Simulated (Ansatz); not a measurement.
```yaml
crystal:
  lattice:
    - [2.84106, 0.00000, 0.00000]
    - [-1.42053, 2.46043, 0.00000]
    - [0.00000, 0.00000, 16.07081]
  atoms:
    - { symbol: Li, position: [0.00000, 0.00000, 0.00000] }
    - { symbol: Li, position: [0.66667, 0.33333, 0.33333] }
    - { symbol: Li, position: [0.33333, 0.66667, 0.66667] }
    - { symbol: Ta, position: [0.33333, 0.66667, 0.16667] }
    - { symbol: Ta, position: [0.00000, 0.00000, 0.50000] }
    - { symbol: Ta, position: [0.66667, 0.33333, 0.83333] }
    - { symbol: O, position: [0.00000, 0.00000, 0.25364] }
    - { symbol: O, position: [0.66667, 0.33333, 0.58697] }
    - { symbol: O, position: [0.33333, 0.66667, 0.92030] }
    - { symbol: O, position: [0.66667, 0.33333, 0.07970] }
    - { symbol: O, position: [0.33333, 0.66667, 0.41303] }
    - { symbol: O, position: [0.00000, 0.00000, 0.74636] }
```

Space group R-3m; started from the layered alpha-NaFeO2 prototype, which need not be the ambient phase.

All numbers below come from Ansatz, DFT PBEsol, scalar-relativistic, plane waves, PAW.

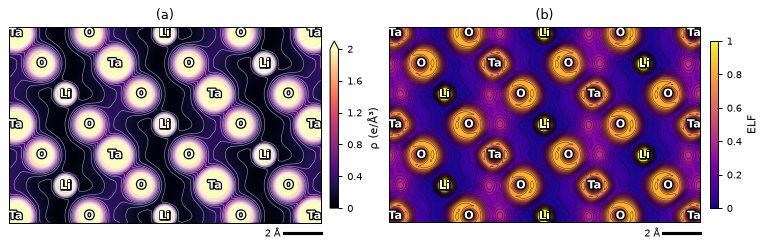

LiTaO2. (a) valence electron density; (b) ELF on the (110) plane of the conventional cell.

In a PAW calculation such maps are meaningful between the atoms, not at the nuclei.

Q: Read the bonding off the picture.

A:
- The section cuts through Li, Ta and O sites.
- Li–O (2.08 Å): ρ at the midpoint is about 0.26 e/Å³; the ELF peaks at about 0.85 in the valence shell of O, 0.6 Å from its nucleus, and is about 0.45 at the midpoint.
- Ta–O (2.15 Å): ρ is about 0.57 e/Å³ halfway; the ELF peaks at about 0.80 in the valence shell of O, 0.6 Å from its nucleus, and is about 0.15 at the midpoint: no localised pair shows between them.
- Between the atoms the lowest density in this plane is 0.05 e/Å³.
- The features right at Li and Ta lie inside the PAW spheres, where the map follows smoothed inner orbitals and isn't to be read closely.

Q: Metal or insulator at this level of theory?

A: It is gapless in this calculation (a metal or semimetal); semilocal functionals without U, or without the true magnetic order, often close the gap of such compounds.
